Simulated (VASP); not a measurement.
The cell below is Mo (Fm-3m). The cell is taken from an entry of the Crystallography Open Database, as set up for an electronic-structure calculation.

```cif
data_structure
_symmetry_space_group_name_H-M 'Fm-3m'
_symmetry_Int_Tables_number 225
_cell_length_a 4.0300
_cell_length_b 4.0300
_cell_length_c 4.0300
_cell_angle_alpha 90.000
_cell_angle_beta 90.000
_cell_angle_gamma 90.000
_cell_volume 65.45
loop_
_atom_site_label
_atom_site_type_symbol
_atom_site_symmetry_multiplicity
_atom_site_Wyckoff_symbol
_atom_site_fract_x
_atom_site_fract_y
_atom_site_fract_z
_atom_site_occupancy
Mo1 Mo 4 a 0.00000 0.00000 0.00000 1
```

Hard-sphere model; touching radii (half the shortest distance): Mo 1.43 Å.

### Find the largest hole by geometry, and further ones that a grid search gives (radius above 0.15 Å; smaller ones may be missed, and maxima closer than 0.25 Å are merged).

```
hole  site              x, y, z  radius (Å)  nearest atoms        shape
  V1    4b  0.000, 0.000, 0.500        0.59           6 Mo   octahedral
  V2    8c  0.250, 0.250, 0.250        0.32           4 Mo  tetrahedral
```

Nearest atoms are those whose sphere lies within 0.15 Å of the hole's sphere; in brackets, those within 0.5 Å. The largest sphere that fits anywhere has a diameter of 1.18 Å; the largest that can travel through the crystal, about 0.4 Å.

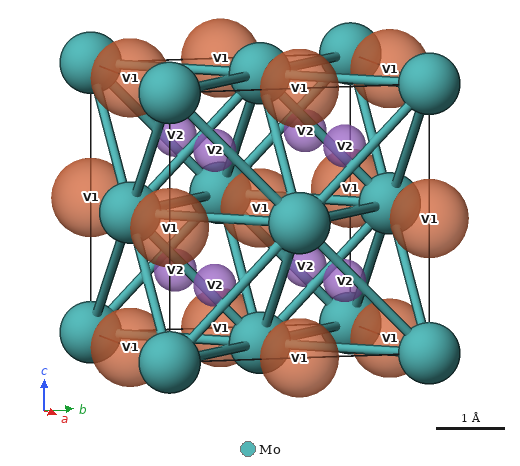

Translucent spheres (V1, V2) fill the 2 holes listed first by a grid search for holes with a radius above 0.15 Å (the largest is sure; smaller ones may be missed, and maxima closer than 0.25 Å are merged) at their true size; atoms are drawn smaller than their model radii. View slightly off an axis.
